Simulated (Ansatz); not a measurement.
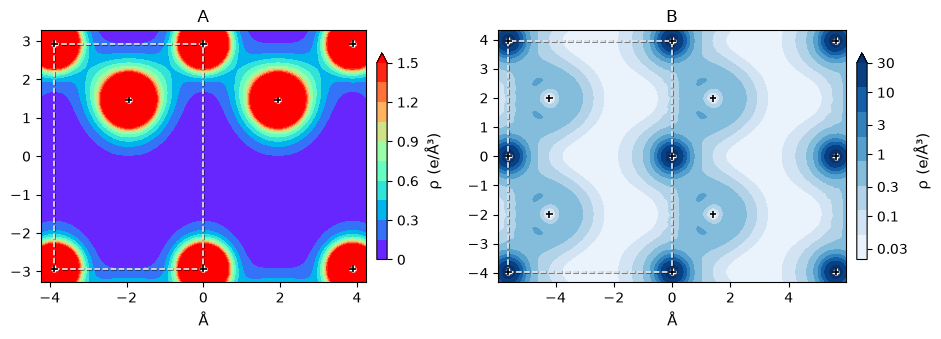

The valence pseudo-density of 2 systems, each on a plane through atoms (crosses mark nuclei in the plane).

All numbers below come from DFT, r2SCAN with spin-orbit coupling, plane waves, PAW in Ansatz 0.2.0.

System 1: GaP, the (110) plane of the conventional cell. Space group F-43m; started from the zincblende prototype, which need not be the ambient phase; changed on purpose from its base cell (hydrostatic strain +3.0%); computed pressure about −6 GPa in this cell.

```yaml
crystal:
  lattice:
    - [5.61432, 0.00000, 0.00000]
    - [0.00000, 0.00000, -5.61432]
    - [0.00000, 5.61432, 0.00000]
  atoms:
    - { symbol: Ga, position: [0.50000, 0.50000, 0.00000] }
    - { symbol: Ga, position: [0.00000, 0.50000, 0.50000] }
    - { symbol: Ga, position: [0.00000, 0.00000, 0.00000] }
    - { symbol: Ga, position: [0.50000, 0.00000, 0.50000] }
    - { symbol: P, position: [0.25000, 0.75000, 0.25000] }
    - { symbol: P, position: [0.75000, 0.75000, 0.75000] }
    - { symbol: P, position: [0.75000, 0.25000, 0.25000] }
    - { symbol: P, position: [0.25000, 0.25000, 0.75000] }
```

System 2: ZnSe, the (100) plane of the conventional cell. Space group I-4m2; started from the zincblende prototype, which need not be the ambient phase; changed on purpose from its base cell (epitaxial xy strain -3.0%).

```
Zn Se
1.0
     2.74745    2.74745    0.00000
    -2.74745    2.74745    0.00000
     0.00000    0.00000    5.85934
Zn Se
2 2
Direct
  0.00000 0.00000 0.00000
  0.50000 0.50000 0.50000
  0.50000 0.00000 0.25000
  0.00000 0.50000 0.75000
```

Which map belongs to which system?

Panel A is system 2, ZnSe: the plane holds Zn and Se. Zn–Se (2.43 Å): ρ is about 0.48 e/Å³ halfway. Panel B is system 1, GaP: the plane holds Ga and P. Ga–P (2.43 Å): the density is about 0.5 e/Å³ at the midpoint.
